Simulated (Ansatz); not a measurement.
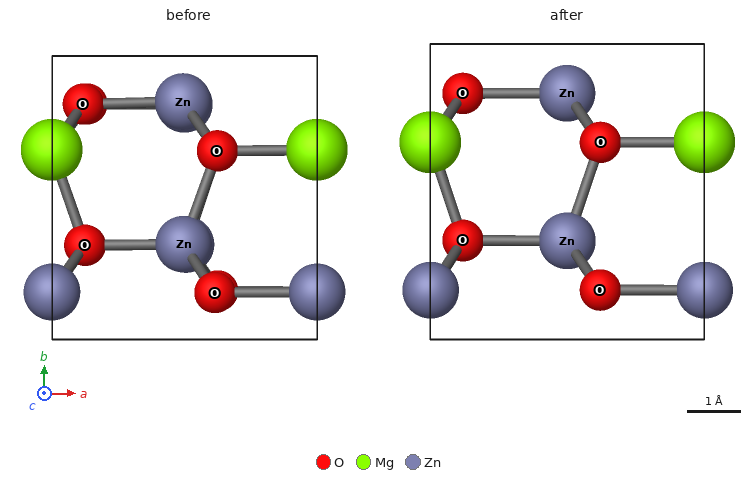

The structure of a crystal of MgZn$_{7}$O$_{8}$ (a generated structure, set up in P1) (coarse preliminary run) before (left) and after (right) a relaxation, at one scale.

The picture is a ball-and-stick view of the cell of the calculation, seen along the c axis.

Case: elements placed on the wurtzite lattice with like neighbours.

Level of theory: DFT r2SCAN, scalar-relativistic, plane waves, PAW in Ansatz.

The input:
```yaml
crystal:
  lattice:
    - [0.0, 0.0, -5.03629448]
    - [3.10882374, 5.38464066, 0.0]
    - [3.10882376, -5.38464066, 0.0]
  atoms:
    - { symbol: O, position: [0.6243152626, 0.1714883373, 0.3372605524] }
    - { symbol: O, position: [0.6137315325, 0.1657654145, 0.8290313655] }
    - { symbol: O, position: [0.6231027234, 0.6657568229, 0.3325421431] }
    - { symbol: O, position: [0.6233007646, 0.6652693056, 0.8314468606] }
    - { symbol: O, position: [0.1226010046, 0.3329930208, 0.6583546656] }
    - { symbol: O, position: [0.1250213574, 0.332062464, 0.1660878657] }
    - { symbol: O, position: [0.1172799645, 0.830406031, 0.6660752306] }
    - { symbol: O, position: [0.1312444747, 0.8310740934, 0.1644149944] }
    - { symbol: Mg, position: [0.9981840432, 0.6693916006, 0.8315110988] }
    - { symbol: Zn, position: [0.9994199803, 0.1682398929, 0.3232006011] }
    - { symbol: Zn, position: [0.9988218633, 0.1670031809, 0.8365588126] }
    - { symbol: Zn, position: [0.9981914906, 0.6673387729, 0.3405607823] }
    - { symbol: Zn, position: [0.4956328223, 0.3363226367, 0.671448208] }
    - { symbol: Zn, position: [0.5048238373, 0.3351050619, 0.17095746] }
    - { symbol: Zn, position: [0.4932759535, 0.8395447637, 0.6704540519] }
    - { symbol: Zn, position: [0.4986063925, 0.8294729083, 0.1665958905] }
  symmetry: { detect: false }
basis:
  ecutwfc: 500
kpoints:
  mp_grid: { grid: [2, 2, 2], shift: [0.5, 0.5, 0.5] }
hamiltonian:
  xc: r2scan
scf:
  occupations: { method: gaussian, width: 0.1 }
  lower_state_search: "off"
output:
  forces: true
  stress: true
  eigenvalues: true
relax:
  adjacent_minimum: "off"
  f_tol: 0.04
  max_steps: 50
  cell: { stress_tol: 0.3 }
```

Launched with:
```bash
ansatz run input.yaml --threads 4 --pin off --max-ram 9216MiB --backend cpu --events-out ev --progress --plain --runs-dir out
```

What changed between the two?

Answer. Zn10 moves most relative to the cell: 0.076 Å roughly along [1 −1 3]. By element the largest moves are Zn 0.076 Å, O 0.062 Å, Mg 0.025 Å. Cell: a 5.036 → 5.205 Å (+3.4 %), b 6.218 → 6.469 Å (+4.0 %), c 6.218 → 6.468 Å (+4.0 %), α 120.0° → 119.9°. Volume +12.0 %. Some distances before and after: O6–Zn10 1.840 → 1.975 Å, O8–Zn16 1.850 → 1.977 Å, O7–Zn12 1.853 → 1.967 Å, O2–Zn13 1.865 → 1.971 Å. Among the angles between lasting bonds that change: Mg9–O8–Zn10 106.3° → 111.2°, O5–Zn10–O8 107.4° → 111.7°, O1–Zn10–O6 111.8° → 108.1°. Within 0.06 Å the space group is P1 at the start and P3m1 at the end; at a tighter tolerance small leftover displacements or strains of the cell lower it. Over 3 accepted moves (4 points after the start) the energy falls by 1.430 eV per cell of the calculation. The largest force component goes from 1.2 to 0.0089 eV/Å. The pressure goes from 21.82 to 0.05 GPa. At 1 point the geometry stayed and the basis and grid were re-selected for the new cell (energy shift of 16.1 meV per cell of the calculation at most each time). Cost: 21 s on 4 threads of Intel(R) Xeon(R) 6975P-C (Granite Rapids), on a shared host, peak memory 1.1 GiB.
